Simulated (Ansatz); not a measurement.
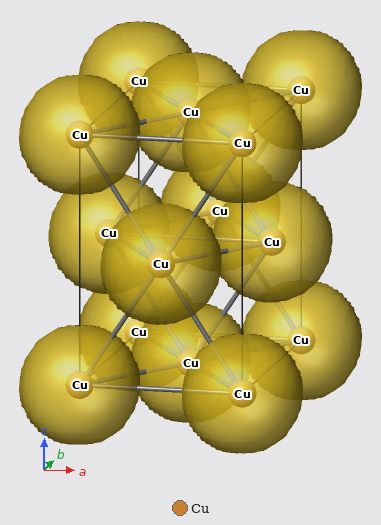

The picture shows: Cu. Isosurface of the valence charge density (pseudo) at 0.4 e/Å³ (yellow), seen slightly off an axis. Sticks mark near contacts.

Space group Fmmm; a structure from a database of computed crystals, not necessarily the ambient phase; changed on purpose from its base cell (strain +0.0250 x Voigt [0, 0, 0, 0, 0, 1], atoms carried along); computed without spin polarisation.

Theory: DFT PBE, scalar-relativistic, plane waves, PAW (Ansatz).

Core electrons are frozen (PAW), and the valence fields are smoothed inside the atomic spheres.

### How is the density connected at this value?

At this value the density breaks into separate islands; it holds about 90 % of the electrons treated as valence (semicore included). It bridges none of the near contacts. It is pinched off along the shortest Cu–Cu (2.48 Å), Cu–Cu (2.52 Å) and Cu–Cu (2.76 Å) contacts. On the grid the lowest density along these lines, outside the cores, is 0.29 e/Å³ (Cu–Cu, 2.48 Å), 0.27 e/Å³ (Cu–Cu, 2.52 Å) and 0.22 e/Å³ (Cu–Cu, 2.76 Å).

### Does the calculation make it a metal, or give it a gap?

It is gapless in this calculation (a metal or semimetal).
